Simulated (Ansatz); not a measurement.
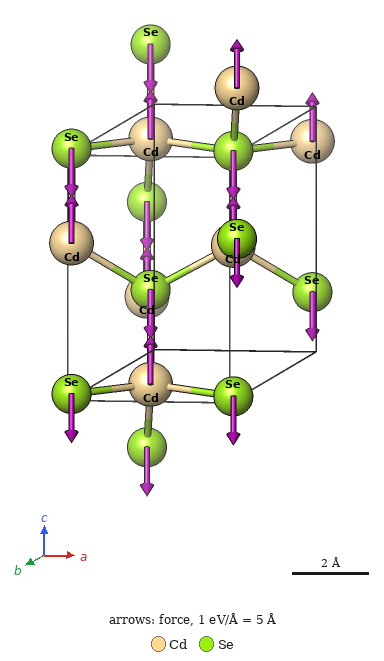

Starting geometry of crystalline CdSe (built on the measured structure type) with the computed forces as purple arrows. Style: ball-and-stick. Shown: the cell of the calculation, from a free direction.

Theory: DFT, PBE, plane waves, PAW in Ansatz 0.2.0.

The input:
```yaml
crystal:
  lattice:
    - [4.3, 0.0, 0.0]
    - [-2.15, 3.7239092363, 0.0]
    - [0.0, 0.0, 7.02]
  atoms:
    - { symbol: Cd, position: [0.3333333333, 0.6666666667, 0.0] }
    - { symbol: Cd, position: [0.6666666667, 0.3333333333, 0.5] }
    - { symbol: Se, position: [0.3333333333, 0.6666666667, 0.385] }
    - { symbol: Se, position: [0.6666666667, 0.3333333333, 0.885] }
kpoints:
  mp_grid: { grid: [6, 6, 4] }
hamiltonian:
  xc: pbe
scf:
  occupations: { method: fermi_dirac, width: 0.02 }
relax:
  f_tol: 0.005
  cell: {}
output:
  write_density: true
  write_potential: true
  elf: true
  volumetric_format: npy
```

Run as
```bash
ansatz run input.yaml --threads 2 --pin off --max-ram 2211MiB --backend cpu --events-out ev --progress --plain --runs-dir out
```

Q: What follows when this structure is relaxed?

A: It isn't relaxed: the largest force vector, on Se atoms, is 0.28 eV/Å. The atoms end up moving mostly along the starting forces (cosine between the two patterns 1.00). The largest moves relative to the cell, 0.033 Å, are those of Cd1, Cd2, Se3 and Se4. Se3 goes along −c. By element the largest moves are Se 0.033 Å, Cd 0.033 Å. The drawn cell changes as follows: a = b 4.300 → 4.383 Å (+1.9 %), c 7.020 → 7.154 Å (+1.9 %); the volume changes by +5.9 %. Near-neighbour distances that change, for instance: Cd1–Se4 2.611 → 2.682 Å, Cd1–Se3 2.703 → 2.689 Å. The space group stays P6_3mc (No. 186). Over 3 accepted moves (4 points after the start) the energy falls by 19.2 meV per atom. The largest force component goes from 0.28 to 0.0024 eV/Å. Pressure: 3.02 GPa at the start and 0.00 GPa at the end. The SCF was repeated once at an unchanged geometry on a basis and grid sized afresh for the cell, which shifted the energy by 0.3 meV per atom at most. The run took about 90 core-seconds on a shared host.
